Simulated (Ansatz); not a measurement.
Consider TiSi.

```cif
data_structure
_symmetry_space_group_name_H-M 'P 1'
_symmetry_Int_Tables_number 1
_cell_length_a 6.4518
_cell_length_b 3.6224
_cell_length_c 4.8397
_cell_angle_alpha 90.000
_cell_angle_beta 90.000
_cell_angle_gamma 90.000
_cell_volume 113.11
loop_
_atom_site_label
_atom_site_type_symbol
_atom_site_fract_x
_atom_site_fract_y
_atom_site_fract_z
_atom_site_occupancy
Ti1 Ti 0.67611 0.25000 0.37059 1
Ti2 Ti 0.32389 0.75000 0.62941 1
Ti3 Ti 0.82389 0.75000 0.87059 1
Ti4 Ti 0.17611 0.25000 0.12941 1
Si1 Si 0.54412 0.25000 0.85363 1
Si2 Si 0.45588 0.75000 0.14637 1
Si3 Si 0.95588 0.75000 0.35363 1
Si4 Si 0.04412 0.25000 0.64637 1
```

Space group Pnma; a structure from a database of computed crystals, not necessarily the ambient phase; changed on purpose from its base cell (strain -0.0250 x Voigt [0, 0, 1, 0, 0, 0], atoms carried along); computed pressure about 4 GPa in this cell; computed without spin polarisation.

Method: Ansatz 0.2.0, DFT PBEsol, scalar-relativistic, plane waves, PAW.

Predict the valence pseudo-density and electron localisation function between the atoms.

Ti–Si (2.56 Å): ρ is about 0.32 e/Å³ halfway; the ELF peaks at about 0.70 in the valence shell of Si, 0.9 Å from its nucleus, and is about 0.35 at the midpoint.

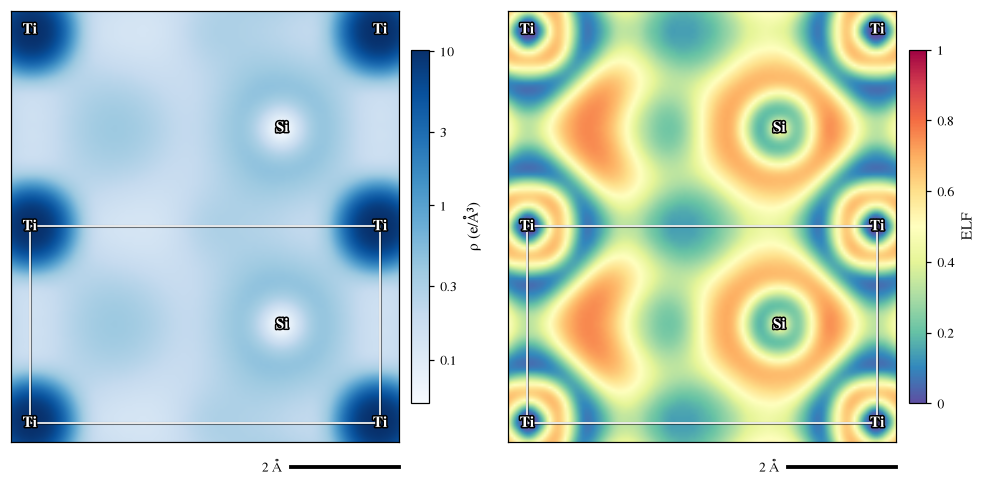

Computed valence pseudo-density and electron localisation function on the (001) plane of the conventional cell, in this order. 

In a PAW calculation such maps are meaningful between the atoms, not at the nuclei.
